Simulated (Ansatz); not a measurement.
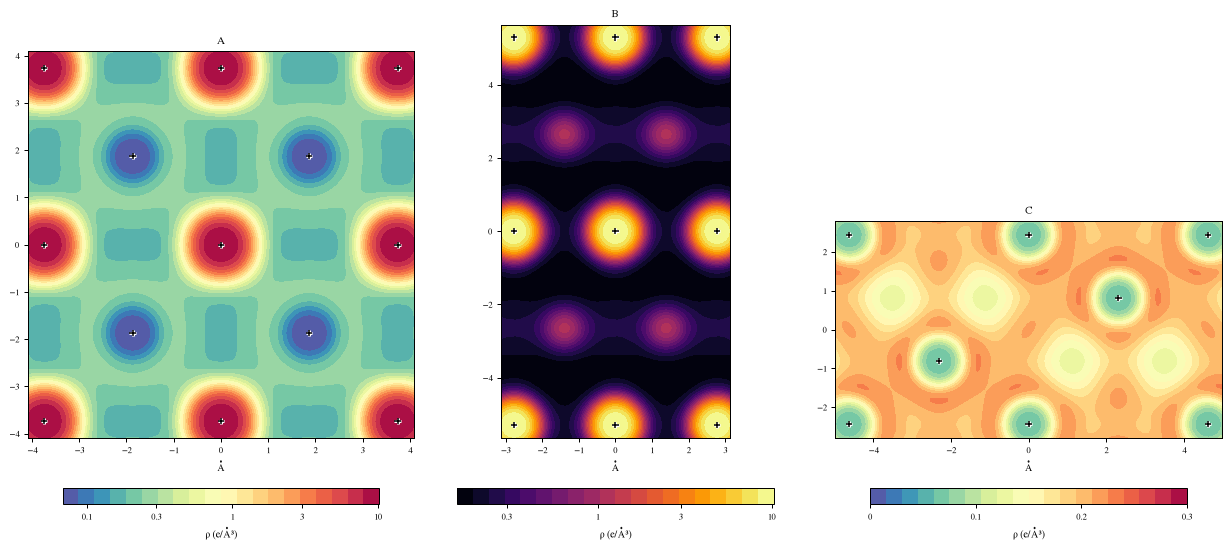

The valence electron density of 3 systems, each on a plane through atoms (crosses mark nuclei in the plane).

All numbers below come from Ansatz 0.2.0, DFT PBEsol, scalar-relativistic, plane waves, PAW.

System 1: Al, the (110) plane of the conventional cell. Space group P6₃/mmc; a structure from a database of computed crystals, not necessarily the ambient phase.

```
Al
1.0
     2.81530    0.00000    0.00000
    -1.40765    2.43812    0.00000
     0.00000    0.00000    9.24628
Al
4
Cartesian
  0.0000 0.0000 0.0000
  0.0000 1.6254 2.3116
  0.0000 0.0000 4.6231
  1.4077 0.8127 6.9347
```

System 2: TiAl₃, the (001) plane of the conventional cell. Space group I4/mmm; a structure from a database of computed crystals, not necessarily the ambient phase; changed on purpose from its base cell (equal strain along all axes, cell held, atoms relaxed: -2.0 %); computed pressure about 8 GPa in this cell; computed without spin polarisation.

System 3: Ti, the (100) plane of the conventional cell. Space group P6₃/mmc; computed pressure about −6 GPa in this cell; computed without spin polarisation.

```xyz
2
Lattice="2.7761 0.0000 0.0000 -1.3880 2.4041 0.0000 0.0000 0.0000 5.2916" Properties=species:S:1:pos:R:3 pbc="T T T"
Ti    0.0000    1.6028    1.3229
Ti    1.3880    0.8014    3.9687
```

Question: Which map belongs to which system?

Answer: Panel A is system 2, TiAl₃: the plane holds Ti and Al. Ti–Al (2.64 Å): ρ is about 0.25 e/Å³ halfway. Panel B is system 3, Ti: the plane holds Ti. Ti–Ti (2.78 Å): the density is about 0.22 e/Å³ at the midpoint. Panel C is system 1, Al: the plane holds Al. Al–Al (2.83 Å): ρ at the midpoint is about 0.21 e/Å³.
